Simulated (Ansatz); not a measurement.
**Si$_{16}$S: geometry relaxation (part 1 of 4)**

- system: Si$_{16}$S (slab, 17 atoms in the cell)
- method: DFT PBE, scalar-relativistic, plane waves, PAW, PAW set soft_1, spin-polarised (Ansatz 0.2.0)

The structure derives from a Materials Project entry. The input holds or restrains some coordinates. Forces given for the steps count only the free coordinates. Figures and captions count atoms from 1; the log counts them from 0 in places.

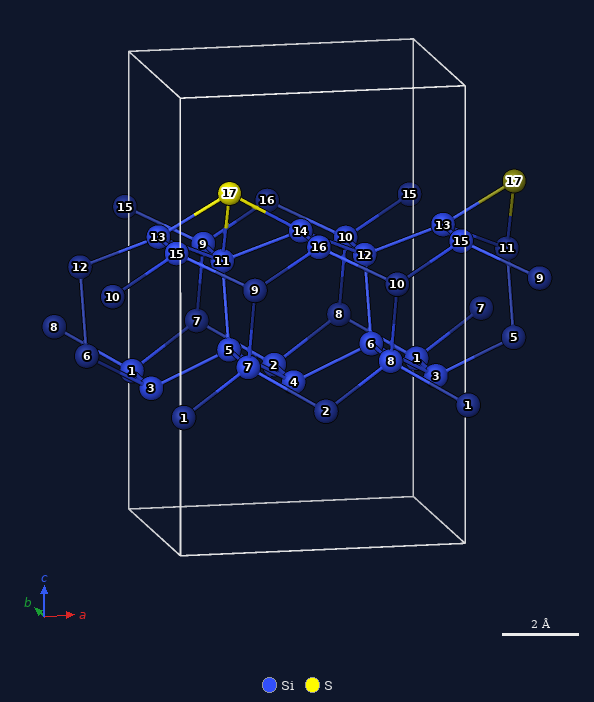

Figure 1. The input geometry (ball-and-stick view of the cell of the calculation, with the vacuum cut short, seen slightly off an axis; neighbours outside the cell are drawn fainter; atoms are numbered from 1 in the order of the input). An atom can appear more than once, as a periodic image.

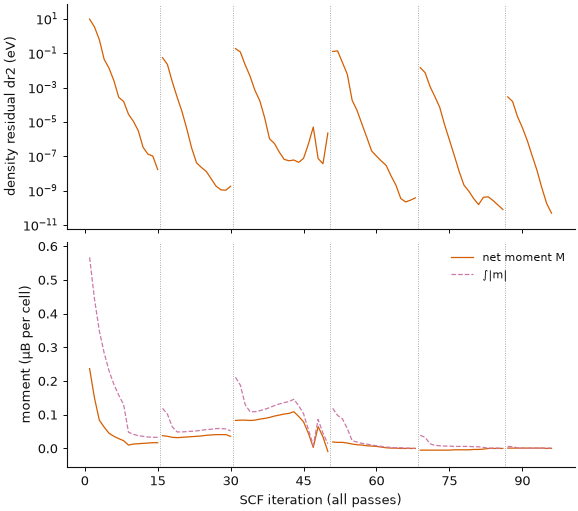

Figure 2. Convergence of the self-consistent field: density residual dr2 and magnetic moment against the SCF iteration. The dotted lines part the SCF passes of the relaxation: geometry steps, rejected trials and re-solves on a re-selected basis. The 6 passes take 10 to 20 iterations each, 96 in all. The net moment goes from 0.2 to 0.0 μB per cell, and ∫|m| falls to zero.

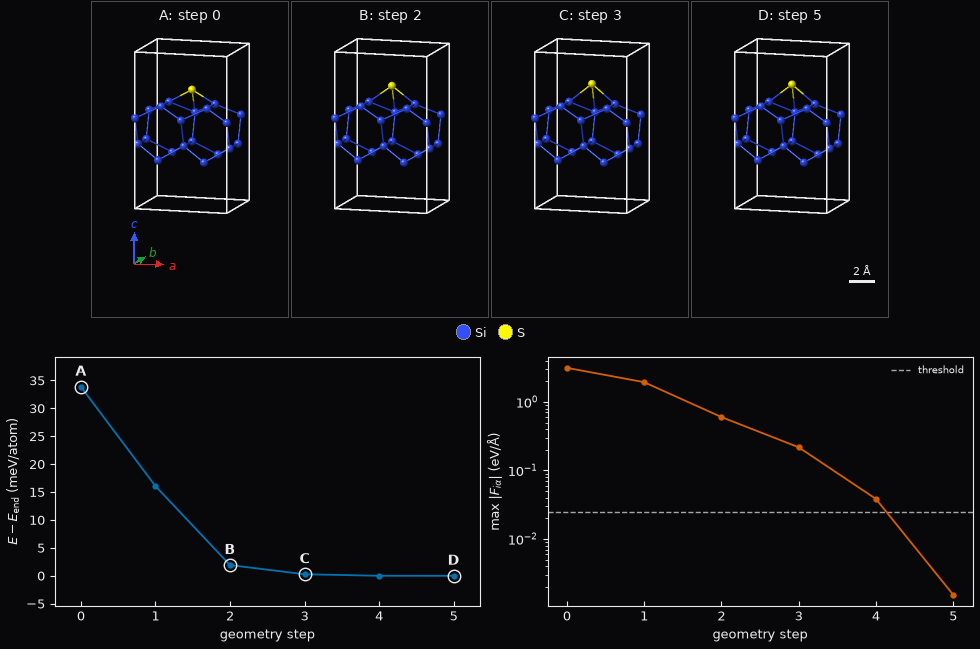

Figure 3. Frames of the restrained relaxation (ball-and-stick view of the cell of the calculation, with the vacuum cut short (origin shifted), seen slightly off an axis) above the curves, on which the letters mark them (the first geometry is step 0 here and step 1 in the log).

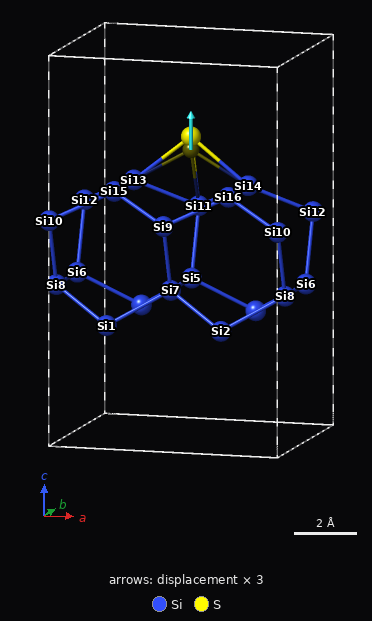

Figure 4. Start (faint) and end (solid) with the displacements as teal arrows, magnified 3 times (ball-and-stick view of the cell of the calculation, with the vacuum cut short (origin shifted), seen slightly off an axis). The energy falls by 33.9 meV per atom in 5 geometry steps. Largest force component: 3.1 eV/Å at the start, 0.0015 eV/Å at the end. The atom that moves furthest is S17 (0.43 Å). Si stays in place. The cell stays as it was. Among the contacts that change: Si11–S17 2.186 → 2.581 Å, Si13–S17 2.213 → 2.452 Å. Among the angles that change: Si13–S17–Si14 121.0° → 103.5°, Si11–S17–Si13 63.3° → 54.5°, Si11–Si13–S17 57.8° → 65.6°. (Atoms are counted from 1 in the order of the input.)

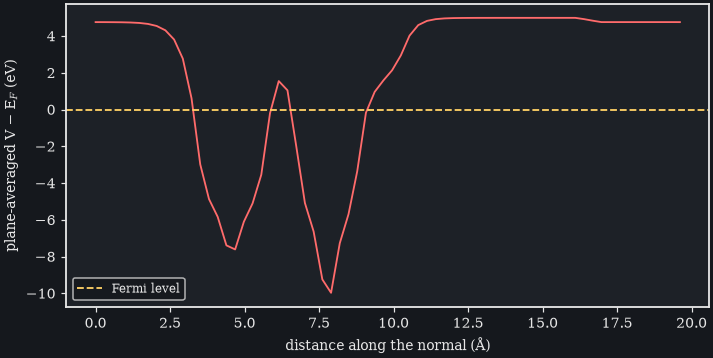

Figure 5. Plane average of the electrostatic potential energy of an electron across the cell, from the Fermi level. The vacuum level lies 4.99 eV above the Fermi level on the upper side and 4.76 eV on the lower.

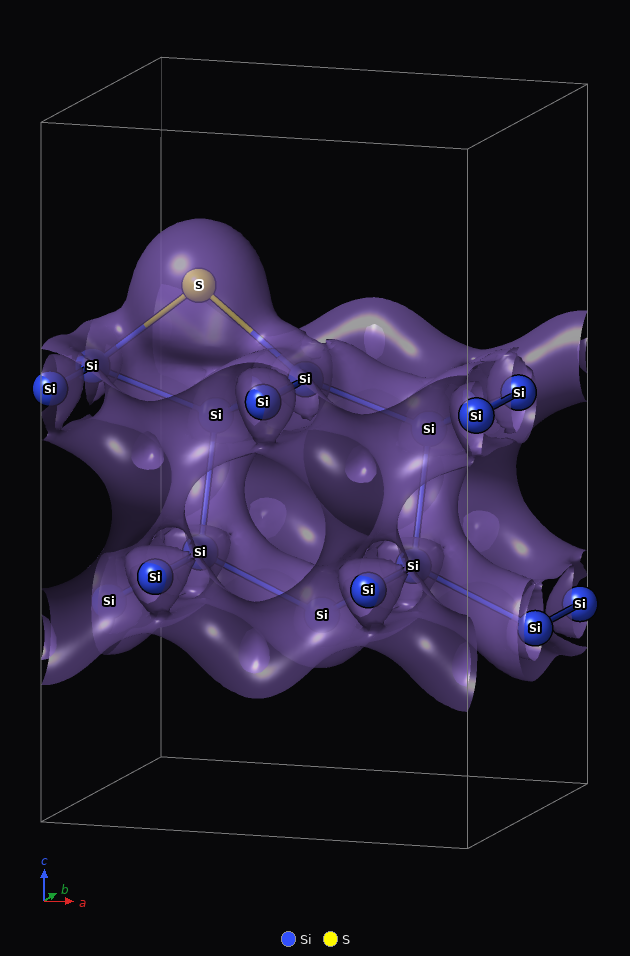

Figure 6. Isosurface of the valence charge density (pseudo) at 0.3 e/Å³ (purple), seen slightly off an axis. Sticks mark near contacts. At this value the density is joined into sheets; it holds about 50 % of the electrons treated as valence. On the grid the lowest density along these lines, outside the cores, is 0.59 e/Å³ (Si–Si, 2.24 Å), 0.37 e/Å³ (Si–S, 2.45 Å), 0.54 e/Å³ (Si–Si, 2.31 Å) and 0.52 e/Å³ (Si–Si, 2.36 Å). In a PAW calculation such maps are meaningful between the atoms, not at the nuclei.

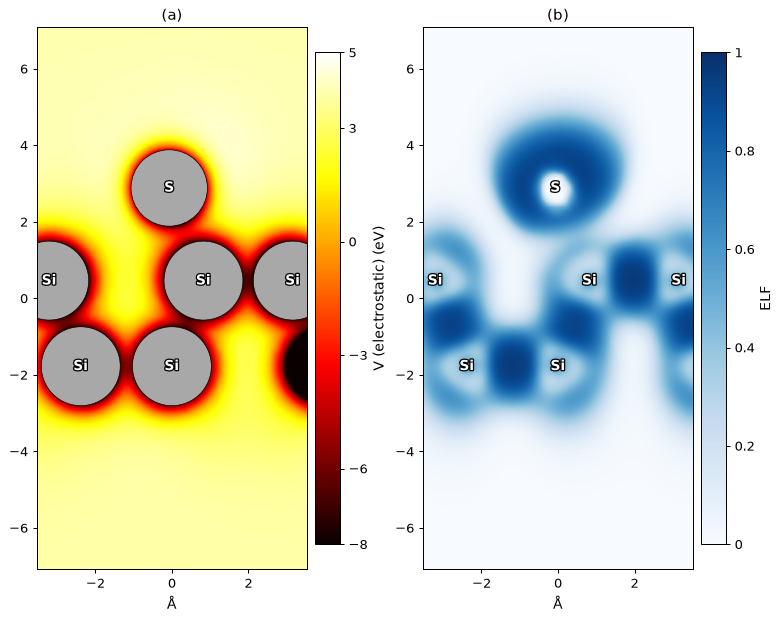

Figure 7. (a) electrostatic potential energy of an electron; (b) electron localisation function on the (100) plane of the calculation cell, a cut from vacuum to vacuum. Grey discs, where drawn, cover atomic cores. Si–Si (2.38 Å): the ELF peaks at about 0.95 between the atoms, which marks a covalent bond.

These pictures come from the run below.

### The input
```yaml
crystal:
  lattice:
    - [7.7021643869, 0.0, 0.0]
    - [0.0, 6.3646811531, 0.0]
    - [0.0, 0.0, 19.7525435111]
  atoms:
    - { symbol: Si, position: [0.0, 0.9370679262, 0.2025055658] }
    - { symbol: Si, position: [0.5, 0.9370679262, 0.2025055658] }
    - { symbol: Si, position: [0.0, 0.5629320738, 0.2025055658] }
    - { symbol: Si, position: [0.5, 0.5629320738, 0.2025055658] }
    - { symbol: Si, position: [0.25, 0.4370679262, 0.258787516] }
    - { symbol: Si, position: [0.75, 0.4370679262, 0.258787516] }
    - { symbol: Si, position: [0.25, 0.0629320738, 0.258787516] }
    - { symbol: Si, position: [0.75, 0.0629320738, 0.258787516] }
    - { symbol: Si, position: [0.25, 0.9333044689, 0.3720589473] }
    - { symbol: Si, position: [0.75, 0.9333044689, 0.3720589473] }
    - { symbol: Si, position: [0.25, 0.5666955311, 0.3720589473] }
    - { symbol: Si, position: [0.75, 0.5666955311, 0.3720589473] }
    - { symbol: Si, position: [0.0, 0.4259907554, 0.4177964983] }
    - { symbol: Si, position: [0.5, 0.4259907554, 0.4177964983] }
    - { symbol: Si, position: [0.0, 0.0740092446, 0.4177964983] }
    - { symbol: Si, position: [0.5, 0.0740092446, 0.4177964983] }
    - { symbol: S, position: [0.25, 0.4259907554, 0.4730042543], spin: 2.0 }
basis:
  ecutwfc: 420
kpoints:
  mp_grid: { grid: [4, 4, 1] }
hamiltonian:
  xc: pbe
  pseudopotentials: { kind: paw, azcp: { folder: soft_1 } }
scf:
  occupations: { method: gaussian, width: 0.05 }
output:
  forces: true
  eigenvalues: true
  populations: true
  write_density: true
  write_potential: true
  elf: true
  volumetric_format: npy
magnetization:
  spin_polarized: true
relax:
  adjacent_minimum: "off"
  f_tol: 0.025
  max_steps: 16
  constraints:
    - { sites: [0, 1, 2, 3, 4, 5, 6, 7, 8, 9, 10, 11, 12, 13, 14, 15] }
    - { sites: [16], fix: xy }
efield:
  axis: 3
  dipole_correction: true
  ramp_width: 0.04
```

Launch command:
```bash
ansatz run input.yaml --threads 4 --pin off --max-ram 12288MiB --backend cpu --events-out ev --progress --plain --runs-dir out
```

### What the program printed
```
Engine: ansatz 0.2.0, aarch64-unknown-linux-gnu
Pseudopotentials: kind: paw
Pseudopotential: Si, paw, valence charge 4, recommended cutoff 420 eV (normal), [file]
Pseudopotential: S, paw, valence charge 6, recommended cutoff 420 eV (normal), [file]
Functional definition: PBE
  parameter kappa = 0.804
  parameter beta = 0.06672455060314922
  exchange = pbe_x(kappa = kappa, mu = beta*pi^2/3)
  correlation = pbe_c(beta = beta)
Crystal: 17 atoms, lattice volume = 968.306 Å³
Basis set: ecut = 420 eV, 18943 PW (Γ), exchange–correlation on 108×90×270 points (8 copies of the dense FFT grid, shifted against one another)
Bands: 53, of which v1, the nominal top of the filled ones, is band 35 counted from 1 (34 counted from 0)
Symmetry: 2 space group operations
k-points: 9 of 16 (time reversal used)
Non-local potential: Si, projectors of the file, l = 0: 2, l = 1: 2, l = 2: 1
Non-local potential: S, projectors of the file, l = 0: 2, l = 1: 2, l = 2: 1
PAW form: soft (Blöchl's): semilocal exchange-correlation on the pseudo side does not see the compensation charge
PAW one-centre angular grid: Si, 110 points (default); XC on 64 Gauss nodes
PAW one-centre angular grid: S, 110 points (default); XC on 64 Gauss nodes
Initial density: superposition of atomic densities (neutral atoms: chi_scale 0, normalization atom)
Starting moments: Σ|m| = 2 μB on 1 of 17 sites
Initial wavefunctions: pseudopotential atomic-orbital guess
Functional: x = pbe(κ = 0.804, μ = 0.2195149727645171), c = pbe(β = 0.06672455060314922)
```
